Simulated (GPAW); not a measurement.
**LiCl (Fm-3m): refractive index against wavelength**

The refractive index of LiCl (Fm-3m) below the direct gap (6.32 eV on the mesh) is read from one computed spectrum, n = √(Re ε).

The structure is cubic, space group Fm-3m (No. 225). Conventional cell: a = 5.130 Å, b = 5.130 Å, c = 5.130 Å, α = 90.00°, β = 90.00°, γ = 90.00°. Cl on site b has 6 Li at 2.56 Å as nearest neighbours. Around Li on site a lie 6 Cl at 2.56 Å.

Method: GPAW 26.7.0, PBE, RPA, k-mesh 12×12×12, local fields up to 60 eV, Lorentzian half width 0.15 eV.

Launch of the response step: `OMP_NUM_THREADS=1 python df.py`. The run took 24 s, its band step included, on 1 thread of Arm Neoverse V2 (shared host).

```
wavelength (nm)  photon energy E (eV)       n
            700                 1.771  1.6698
            633                 1.959  1.6738
            532                 2.331  1.6832
            450                 2.755  1.6966
            405                 3.061  1.7082
            365                 3.397  1.7231
            308                 4.025       ?
```

In the single-oscillator model n² − 1 = E₀E_d/(E₀² − E²), so 1/(n² − 1) = E₀/E_d − E²/(E₀E_d) is linear in E².

Working, on the rows shown:

| x = E² (eV²) | y = 1/(n² − 1) |
| --- | --- |
| 3.13716 | 0.559212 |
| 3.83641 | 0.55506 |
| 5.43137 | 0.545505 |
| 7.59115 | 0.532353 |
| 9.37179 | 0.521391 |
| 11.5384 | 0.507853 |

Means: x̄ = 6.8177, ȳ = 0.5369. Σ(x − x̄)(y − ȳ) = -0.3284, Σ(x − x̄)² = 53.76. Slope = -0.3284 / 53.76 = -0.006109; intercept = ȳ − slope · x̄ = 0.57855. Turned back into n, the line misses the rows shown by at most 0.00023.

Question: What does the fit predict for the withheld row, and how well does it do?

Answer: At x = 16.204 the line gives y = 0.47955, that is 1.7565. The run gave 1.7585, so the extrapolation is off by 0.002, 2 % of the range in the table.

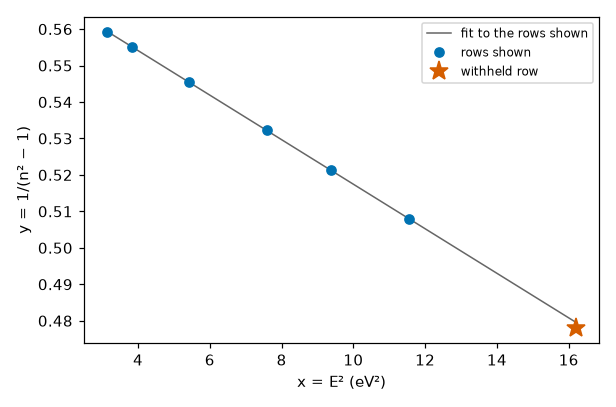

Refitted with all rows, the slope is -0.00621 and the intercept 0.57913. These give E₀ = √(intercept/−slope) = 9.66 eV and E_d = E₀/intercept = 16.7 eV; E₀ is 1.5 times the direct gap. The electronic limit at long wavelengths, without lattice vibrations, is n = √(1 + 1/intercept) = 1.651. The cell comes from an older database entry, whose edges can be off by a per cent or so. Excitons are left out; PBE gaps are as a rule too small. The values come from a sum over the points of one k-mesh and carry its error, which grows as the direct gap shrinks.

[Logs are printed without paths, hosts, clocks, repeated set-up lines and the standing remarks that a program may print on its own settings, such as how far it seeks lower states.]
